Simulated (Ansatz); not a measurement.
Band-structure calculation, with input and output: RbBr

System: RbBr (P4/mmm, 2 atoms in the cell).
Method: DFT, PBE, plane waves, PAW, no spin polarisation (Ansatz 0.2.0).

The structure derives from a Materials Project entry. The geometry comes from this level: r2SCAN (a point of a series of strains). It belongs to a series of runs on one base structure; here: uniaxial_z strain -1.6%. Figures and captions count atoms from 1; the log counts them from 0 in places.

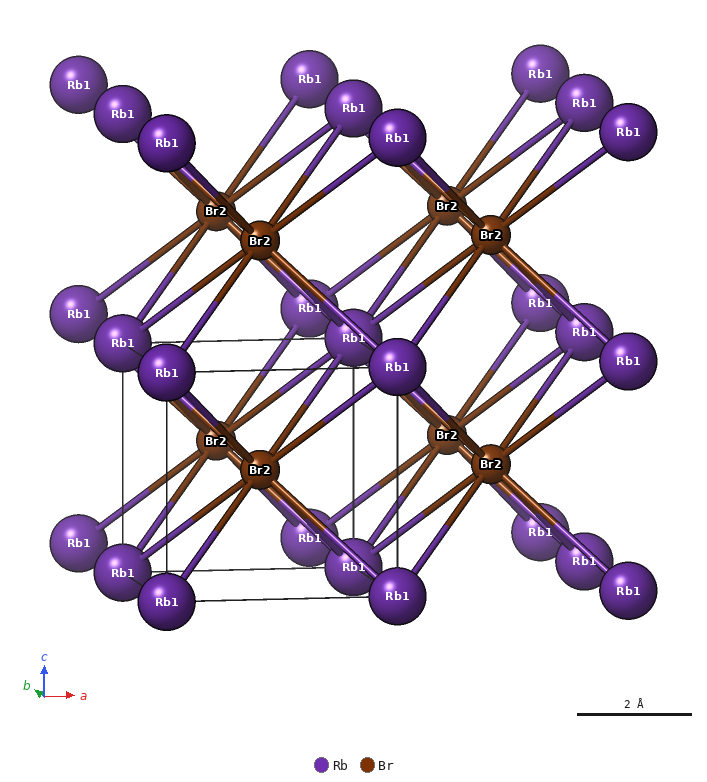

The structure (ball-and-stick view of the cell of the calculation, repeated 2 × 2 × 2, seen slightly off an axis; atoms are numbered from 1 in the order of the input). An atom can appear more than once, as a periodic image. Near neighbours in the periodic cell (some may lie outside the picture): Rb has 8 Br at 3.55 Å; Br has 8 Rb at 3.55 Å.

## Input file
```yaml
crystal:
  lattice:
    - [4.1242532581, 0.0, 0.0]
    - [0.0, 4.1242532581, 0.0]
    - [0.0, 0.0, 4.0566155047]
  atoms:
    - { symbol: Rb, position: [0.0, 0.0, 0.0] }
    - { symbol: Br, position: [0.5, 0.5, 0.5] }
kpoints:
  mp_grid: { grid: [6, 6, 6] }
  band_path:
    path: [[0.0, 0.0, 0.0], [0.0, 0.5, 0.0], [0.5, 0.5, 0.0], [0.5, 0.5, 0.5]]
    npoints: 1
hamiltonian:
  xc: pbe
scf:
  occupations: { method: fermi_dirac, width: 0.02 }
  n_extra_bands: 4
output:
  forces: true
  stress: true
  eigenvalues: true
  write_density: true
  write_potential: true
  elf: true
  volumetric_format: npy
```

Machine: 4 threads of Arm Neoverse V1, 24 GiB of memory available, shared host.

Launch command:
```bash
ansatz run input.yaml --threads 4 --pin off --max-ram 4608MiB --backend cpu --events-out ev --progress --plain --runs-dir out
```

## What the program printed
```
scf.n_extra_bands = 4 over 8 filled bands (N_el = 16.0): the run solves 12 bands
Engine: ansatz 0.2.0, aarch64-unknown-linux-gnu
Pseudopotentials: kind: paw
Pseudopotential: Rb, paw, valence charge 9, recommended cutoff 420 eV (normal), Rb.paw.azcp
Pseudopotential: Br, paw, valence charge 7, recommended cutoff 420 eV (normal), Br.paw.azcp
Functional definition: PBE
  parameter kappa = 0.804
  parameter beta = 0.06672455060314922
  exchange = pbe_x(kappa = kappa, mu = beta*pi^2/3)
  correlation = pbe_c(beta = beta)
Crystal: 2 atoms, lattice volume = 69.001 Å³
Basis set: ecut = 420 eV, 1357 PW (Γ), exchange–correlation on 60×60×60 points (8 copies of the dense FFT grid, shifted against one another)
Bands: 12, of which v1, the nominal top of the filled ones, is band 8 counted from 1 (7 counted from 0)
Symmetry: 16 space group operations
Space group: P4/mmm (ITA 123), of the structure as read, at distance tolerance 4.1e-5 Å
k-points: 40 of 216
Non-local potential: Rb, projectors of the file, l = 0: 3, l = 1: 2, l = 2: 2
Non-local potential: Br, projectors of the file, l = 0: 2, l = 1: 2, l = 2: 2
PAW form: soft (Blöchl's): semilocal exchange-correlation on the pseudo side does not see the compensation charge
PAW one-centre angular grid: Rb, 110 points (default); XC on 64 Gauss nodes
PAW one-centre angular grid: Br, 110 points (default); XC on 64 Gauss nodes
Initial density: superposition of atomic densities (neutral atoms: chi_scale 0, normalization atom), corrected by the library's trained network
Initial wavefunctions: pseudopotential atomic-orbital guess
Functional: x = pbe(κ = 0.804, μ = 0.2195149727645171), c = pbe(β = 0.06672455060314922)
SCF iter   1: F=—  HF=-6053.942453 eV  |F-HF|=—  |Δ(HF+E_count)|=         —  Δρ=3.37e-4  dr2=8.05e-5  ethr=1.77e-3  ⟨swp⟩=8.8  Hψ=3469  notcnv=0
preconditioner: auto → none  [insulator: Δε(μ)=4.089 eV  Ē_g=13.462 eV  σ=0.020 eV  W_gap=1.00  n_scr=6 (ndim 8)  ℏωp=16.7 eV  f_vac=0.000  D(μ)=0.00/eV (n_scr^D=0)  ε∞_Penn≈2.5]
SCF iter   2: F=—  HF=-6053.942811 eV  |F-HF|=—  |Δ(HF+E_count)|=   3.58e-4  Δρ=1.88e-4  dr2=3.25e-5  ethr=5.03e-7  ⟨swp⟩=3.4  Hψ=1541  notcnv=0
SCF iter   3: F=—  HF=-6053.942899 eV  |F-HF|=—  |Δ(HF+E_count)|=   8.80e-5  Δρ=2.01e-4  dr2=4.96e-5  ethr=2.03e-7  ⟨swp⟩=2.0  Hψ=884  notcnv=0
SCF iter   4: F=—  HF=-6053.942884 eV  |F-HF|=—  |Δ(HF+E_count)|=   1.55e-5  Δρ=8.73e-5  dr2=8.78e-6  ethr=2.03e-7  ⟨swp⟩=2.0  Hψ=591  notcnv=0
SCF iter   5: F=—  HF=-6053.942881 eV  |F-HF|=—  |Δ(HF+E_count)|=   2.85e-6  Δρ=2.62e-5  dr2=8.08e-7  ethr=5.49e-8  ⟨swp⟩=2.0  Hψ=582  notcnv=0
SCF iter   6: F=-6053.942881 eV  HF=-6053.942881 eV  |F-HF|=2.53e-8  |Δ(HF+E_count)|=   2.69e-7  Δρ=5.67e-6  dr2=3.37e-8  ethr=6.25e-10  ⟨swp⟩=8.0  Hψ=3264  notcnv=0
SCF 1 converged in 6 iterations: F = -6053.942881 eV  dr2 = 3.37e-8
  greatest PAW one-centre occupation: 0.973 electrons in one spin orbital (limit 2), on the Rb atom at site 0 (counted from 0), in its partial waves of l = 0
```

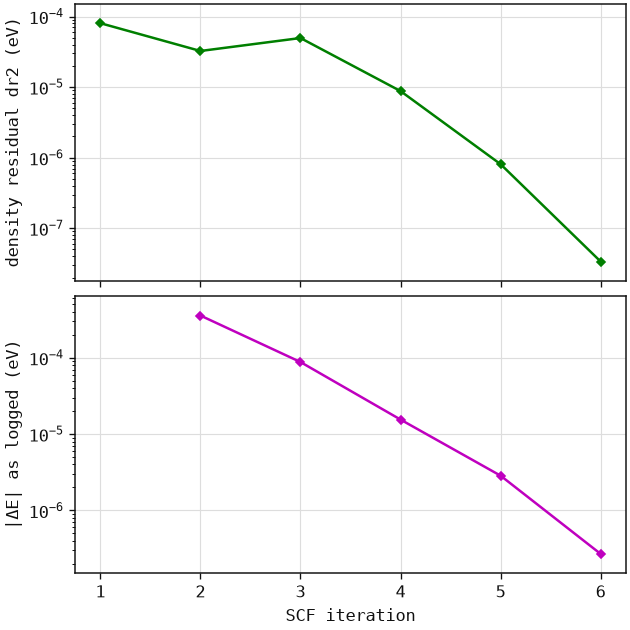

Convergence of the self-consistent field: density residual dr2 and size of the energy change against the SCF iteration. The residual falls almost steadily, with no more than small rises.

```
NSCF: frozen V_eff on 4 k-points
SCF converged after 6 iterations
Free energy (F): -6053.942881 eV
Harris-Foulkes:  -6053.942881 eV  (|F-HF|=2.53e-8)
Internal energy: -6053.942881 eV  (E = F + TS)
E sigma→0 (E₀):  -6053.942881 eV
Fermi energy:    4.988579 eV
--- Per-component energies (eV) ---
  E_band       = -88.559069
  E_kinetic    = 327.357841
  E_local      = -709.120563  (includes V_loc(G=0)·N_el)
  E_nonlocal   = 243.356842
  E_hartree    = 170.266320
  E_xc         = -396.399089
  E_vxc        = -242.179500  (∫ρ·V_xc dr)
  E_paw        = -4864.571957  (= ΣΔE_a)
  E_vpaw       = -48.504176  (= ΣTr[D̂ρ^β])
  E_aug_tail   = -0.000001  (compensation charges beyond the density's cutoff)
  E_ewald      = -824.832273
  E_smearing   = -0.000000  (= −TS)
  E_closure    = -0.000000  (closes the sum)
  Σ components = -6053.942881   (vs F -6053.942881, Δ=0.00e0)
--- Forces (eV/Å), atoms counted from 1 ---
  atom   1  Rb    -0.00000000    -0.00000000     0.00000000
  atom   2  Br     0.00000000     0.00000000     0.00000000
  max |Σ_I F_I| component: 1.17e-29 eV/Å
--- Stress (GPa, compression-positive) ---
        0.966044       0.000000       0.000000
        0.000000       0.966044       0.000000
        0.000000       0.000000       1.470139
  P = ⅓ Tr σ = 1.1341 GPa (11.341 kbar)
--- Band table (eV; the first three rows and the last of 40) ---
  k-point 0: bands = ["-22.1915", "-9.7571", "-6.1734", "-6.1734", "-6.1581", "2.7085", "2.7085", "2.7943", "7.0316", "8.4204", "8.4860", "12.7743"]
  k-point 1: bands = ["-22.1852", "-9.7528", "-6.2056", "-6.1596", "-6.1596", "2.2589", "2.6912", "2.6912", "7.6966", "8.6386", "9.1345", "12.7451"]
  k-point 2: bands = ["-22.1727", "-9.7468", "-6.2894", "-6.1318", "-6.1318", "1.4523", "2.6543", "2.6543", "9.0487", "9.2498", "10.3978", "12.5548"]
  k-point 39: bands = ["-22.1295", "-9.4458", "-6.4308", "-6.3910", "-6.3910", "1.4930", "1.5212", "1.5212", "11.1645", "11.1645", "11.2373", "12.2833"]
```

## File bands.tsv
```
# k_distance	band_0	band_1	band_2	band_3	band_4	band_5	band_6	band_7	band_8	band_9	band_10	band_11
# fermi_ev = 4.988579
# lock_threshold_ev = 1e-6
# [0, 0, 0] at k_distance = 0.000000
# [0, 0.5, 0] at k_distance = 0.761736
# [0.5, 0.5, 0] at k_distance = 1.523472
# [0.5, 0.5, 0.5] at k_distance = 2.297909
# levels_relative_to = fermi_ev
# free_energy_ev = -6053.942881
# largest_residual_norms_ev = 1.470e-3 2.063e-3 1.757e-3 1.496e-3 1.598e-3 2.093e-3 2.408e-3 2.129e-3 1.012e-3 1.994e-3 9.214e-4 1.842e-3
0.000000	-27.180046	-14.745668	-11.161988	-11.161988	-11.146630	-2.280107	-2.280107	-2.194244	2.043057	3.431863	3.497468	7.785749
0.761736	-27.159159	-14.750713	-11.276509	-11.112027	-11.099330	-3.860828	-2.374010	-2.271545	4.774876	5.080137	5.613490	6.605231
1.523472	-27.140116	-14.556768	-11.476415	-11.476415	-11.066729	-3.166528	-3.166528	-2.048470	3.193782	4.221662	5.994283	5.994283
2.297909	-27.118086	-14.434409	-11.419390	-11.379531	-11.379531	-3.495622	-3.467372	-3.467372	6.175957	6.175957	6.248711	7.294708
```

## File rho_z.tsv
```
# z_ang	rho[e/angstrom^3]
# format = ansatz-planar-average/11
# lattice	4.124253258	0.000000000	0.000000000
# lattice	0.000000000	4.124253258	0.000000000
# lattice	0.000000000	0.000000000	4.056615505
# sites	2
# site	37	0.000000000	0.000000000	0.000000000
# site	35	2.062126629	2.062126629	2.028307752
0.000000	3.368308e-1
0.135221	3.342562e-1
0.270441	3.224754e-1
0.405662	2.948312e-1
0.540882	2.518247e-1
0.676103	2.037668e-1
0.811323	1.644680e-1
0.946544	1.436565e-1
1.081764	1.442616e-1
1.216985	1.633377e-1
1.352205	1.930410e-1
1.487426	2.223634e-1
1.622646	2.422097e-1
1.757867	2.507189e-1
1.893087	2.524129e-1
2.028308	2.523561e-1
2.163528	2.524129e-1
2.298749	2.507189e-1
2.433969	2.422097e-1
2.569190	2.223634e-1
2.704410	1.930410e-1
2.839631	1.633377e-1
2.974851	1.442616e-1
3.110072	1.436565e-1
3.245292	1.644680e-1
3.380513	2.037668e-1
3.515733	2.518247e-1
3.650954	2.948312e-1
3.786174	3.224754e-1
3.921395	3.342562e-1
```

## File v_z.tsv
```
# z_ang	v_es[eV]	v_tot[eV]
# format = ansatz-planar-average/11
# xc	pbe
# density_cutoff_ev	1680
# datasets	Rb=:simpson_from_first_knot:soft	Br=:simpson_from_first_knot:soft
# lattice	4.124253258	0.000000000	0.000000000
# lattice	0.000000000	4.124253258	0.000000000
# lattice	0.000000000	0.000000000	4.056615505
# sites	2
# site	37	0.000000000	0.000000000	0.000000000
# site	35	2.062126629	2.062126629	2.028307752
0.000000	-5.626583e0	-1.411706e1
0.135221	-5.032353e0	-1.336029e1
0.270441	-3.389429e0	-1.157043e1
0.405662	-1.090484e0	-9.195584e0
0.540882	1.324117e0	-6.601779e0
0.676103	3.354670e0	-4.413969e0
0.811323	4.734081e0	-2.886866e0
0.946544	5.490710e0	-2.061750e0
1.081764	5.764769e0	-1.815339e0
1.216985	5.421819e0	-2.282946e0
1.352205	4.339309e0	-3.574018e0
1.487426	2.805263e0	-5.387461e0
1.622646	1.274888e0	-7.343121e0
1.757867	6.824891e-2	-8.954023e0
1.893087	-6.818539e-1	-1.005353e1
2.028308	-9.346211e-1	-1.049922e1
2.163528	-6.818539e-1	-1.005353e1
2.298749	6.824891e-2	-8.954023e0
2.433969	1.274888e0	-7.343121e0
2.569190	2.805263e0	-5.387461e0
2.704410	4.339309e0	-3.574018e0
2.839631	5.421819e0	-2.282946e0
2.974851	5.764769e0	-1.815339e0
3.110072	5.490710e0	-2.061750e0
3.245292	4.734081e0	-2.886866e0
3.380513	3.354670e0	-4.413969e0
3.515733	1.324117e0	-6.601779e0
3.650954	-1.090484e0	-9.195584e0
3.786174	-3.389429e0	-1.157043e1
3.921395	-5.032353e0	-1.336029e1
```

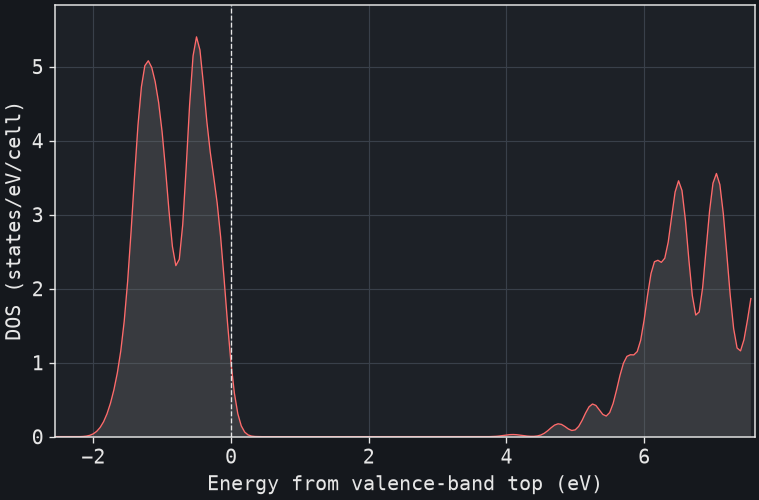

Density of states (the curve is built from the levels of the k mesh with Gaussians 0.3 eV wide, which also blur the band edges), with energies from the valence-band top. There is a gap of 4.09 eV on the k-point mesh. Small ripples come from the finite k-point mesh.

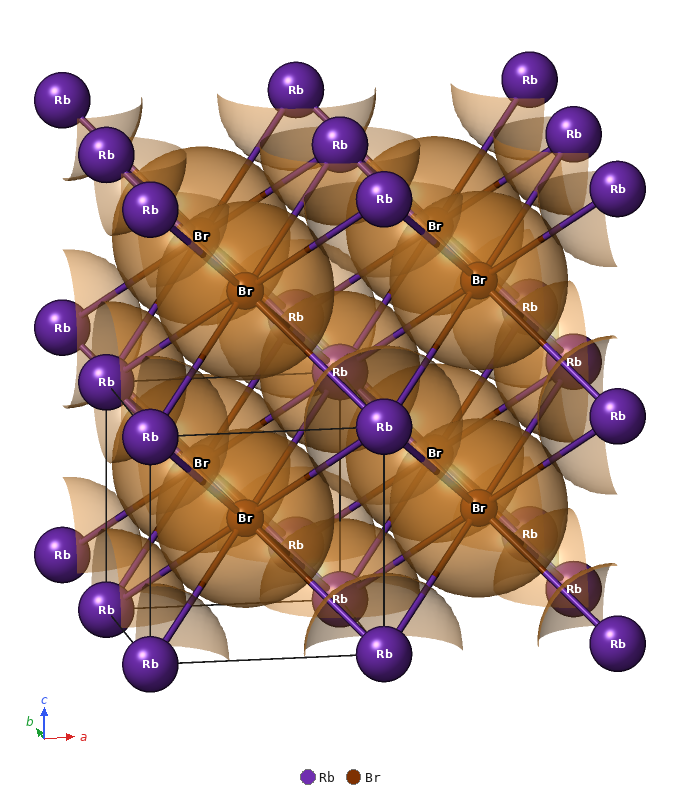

Isosurface of the valence pseudo-density at 0.1 e/Å³ (orange), seen slightly off an axis. Sticks mark near contacts. The outline is the cell set on symmetry axes. At this value the density breaks into separate islands; it holds about 90 % of the electrons treated as valence (semicore included). It is pinched off along the Rb–Br (3.55 Å) contacts. On the grid the lowest density along these lines, outside the cores, is 0.06 e/Å³ (Rb–Br, 3.55 Å). The fields are those of the smooth PAW valence density.

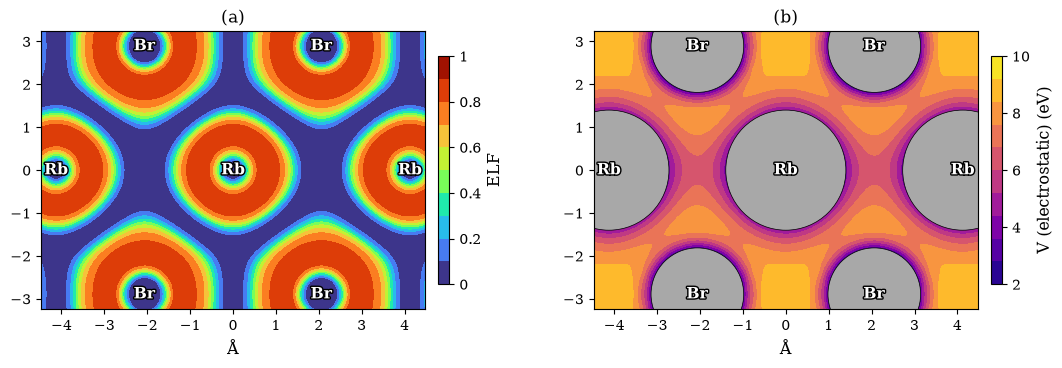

(a) electron localisation function; (b) electrostatic potential (local pseudopotential plus Hartree) felt by an electron on the (101̄) plane of the conventional cell. Grey discs, where drawn, cover atomic cores. Atoms in the plane: Rb and Br. Rb–Br (3.55 Å): the ELF is about 0.05 at the midpoint, which marks two separate closed shells. The strong features right at Rb lie inside the PAW spheres (semicore, d or f shells) and say nothing about bonding. Outside the cores the potential energy rises away from the atoms and is highest about 1.9 Å from the nearest atoms; outside the discs it spans about 6 eV, and its zero is arbitrary.

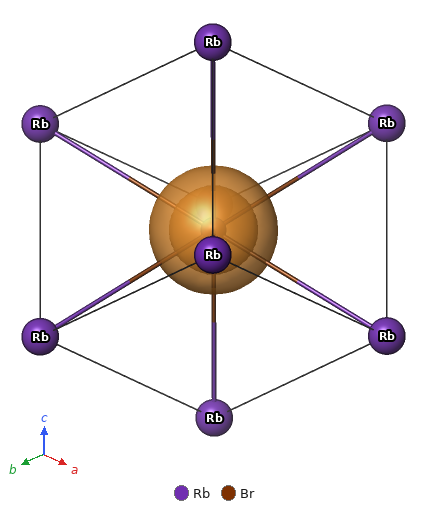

Isosurface of the ELF at 0.85 (orange), seen at an oblique angle. Only the valence region is drawn (cores and ρ < 0.01 e/Å³ removed). Sticks mark near contacts. The outline is the cell set on symmetry axes. Values along the shortest contacts:

## Summary

```tsv
quantity	value
outcome	converged
space group (tolerance 0.01 Å)	P4/mmm (123)
electrons treated	16
free energy	−6053.9429 eV
Fermi energy	4.989 eV
gap on the k-point mesh	4.09 eV
pressure	1.13 GPa
largest force (length of the vector)	under 0.001 eV/Å
wall time	1.3 s (CPU time 4 s)
peak memory	0.33 GiB
```
